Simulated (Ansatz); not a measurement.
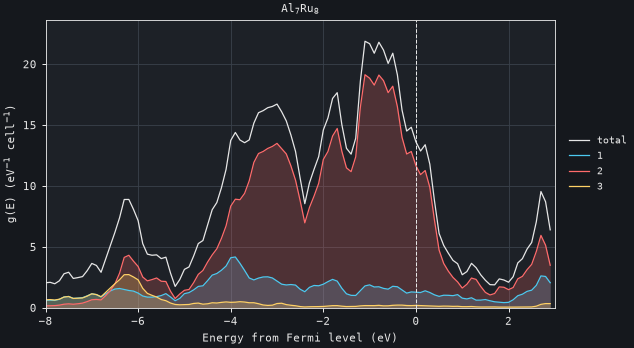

Density of states. Energies are counted from the Fermi level. The partial curves are projected on Löwdin-orthogonalised atomic shells.

Structure: Al7Ru8, space group P1, 15 atoms in the cell.

Level of theory: DFT r2SCAN, scalar-relativistic, plane waves, PAW, no spin polarisation, 7×6×6 k mesh, 500 eV cutoff, Gaussian smearing of 0.1 eV; code Ansatz.

Question: The numbered curves are projections. Which is which? The candidates: Al 3p, Al 3s, Ru 4d.

Answer: 1 is Al 3p; 2 is Ru 4d; 3 is Al 3s.

Question: What is the density of states at the Fermi level?

Answer: It is a metal. The density of states at the Fermi level is about 14 per eV and cell (mean within 0.25 eV), or 0.92 per atom.
